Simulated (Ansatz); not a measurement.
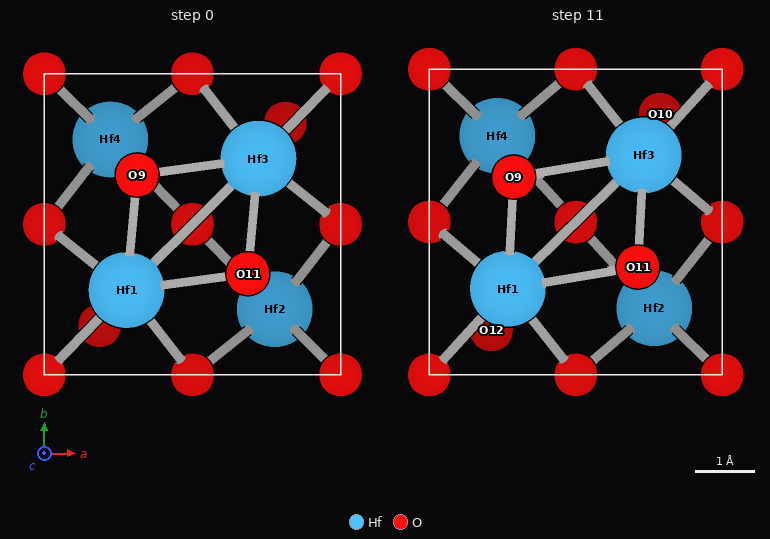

The structure of a crystal of HfO2 (set up in P2_12_12) before (left) and after (right) a relaxation, at one scale.

A ball-and-stick model of the cell of the calculation, seen along the c axis.

Theory: Ansatz 0.2.0, DFT r2SCAN, scalar-relativistic, plane waves, PAW.

Input
```yaml
crystal:
  lattice:
    - [5.0803194, 0.0, 0.0]
    - [0.0, 5.16486745, 0.0]
    - [0.0, 0.0, 4.89088365]
  atoms:
    - { symbol: Hf, position: [0.27740918, 0.28179958, 0.72793206] }
    - { symbol: Hf, position: [0.77740918, 0.21820042, 0.27206794] }
    - { symbol: Hf, position: [0.72259082, 0.71820042, 0.72793206] }
    - { symbol: Hf, position: [0.22259082, 0.78179958, 0.27206794] }
    - { symbol: O, position: [0.5, 0.5, 0.42437501] }
    - { symbol: O, position: [0.0, 0.0, 0.57562499] }
    - { symbol: O, position: [0.5, 0.0, 0.51094555] }
    - { symbol: O, position: [0.0, 0.5, 0.48905445] }
    - { symbol: O, position: [0.31318468, 0.66364878, 0.89546538] }
    - { symbol: O, position: [0.81318468, 0.83635122, 0.10453462] }
    - { symbol: O, position: [0.68681532, 0.33635122, 0.89546538] }
    - { symbol: O, position: [0.18681532, 0.16364878, 0.10453462] }
basis:
  ecutwfc: 500
kpoints:
  mp_grid: { grid: [6, 6, 6] }
hamiltonian:
  xc: r2scan
scf:
  occupations: { method: gaussian, width: 0.02 }
output:
  forces: true
  stress: true
  eigenvalues: true
  write_density: true
  write_potential: true
  elf: true
  volumetric_format: npy
relax:
  adjacent_minimum: "off"
  f_tol: 0.005
  max_steps: 80
  cell: { stress_tol: 0.05 }
```

Launched with:
```bash
ansatz run input.yaml --threads 2 --pin off --max-ram 5120MiB --backend cpu --events-out ev --progress --plain --runs-dir out
```

Q: Summarise the run.

A: The run was cut off at its time limit before the relaxation converged, so the last structure is only a point on the way. The largest moves relative to the cell, 0.15 Å, are those of O9, O10, O11 and O12. O10 goes along [−3 2 0]. Largest moves by element: O 0.15 Å, Hf 0.05 Å. Cell: a 5.080 → 5.022 Å (−1.2 %), b 5.165 → 5.243 Å (+1.5 %), c 4.891 → 4.951 Å (+1.2 %). Volume +1.6 %. Some distances before and after: Hf1–O11 2.253 → 2.411 Å, Hf1–Hf3 3.193 → 3.263 Å, Hf1–O9 2.143 → 2.093 Å, Hf1–Hf4 3.423 → 3.466 Å. Bond angles that change, for instance: Hf3–O10–Hf4 120.7° → 113.5°, Hf2–O7–Hf4 114.2° → 108.3°, Hf2–O10–Hf3 128.0° → 133.5°. The space group stays P2_12_12 (No. 18). The energy falls by 2.2 meV per atom in 8 accepted moves (11 points after the start). The largest force component goes from 0.082 to 0.026 eV/Å. The pressure goes from 3.99 to 0.00 GPa. The line search rejected the trial steps at points 6, 8, 10 of the run. Cost: 9.2 min on 2 threads of Intel(R) Xeon(R) 6975P-C (Granite Rapids), with other jobs on the host, peak memory 1.3 GiB.
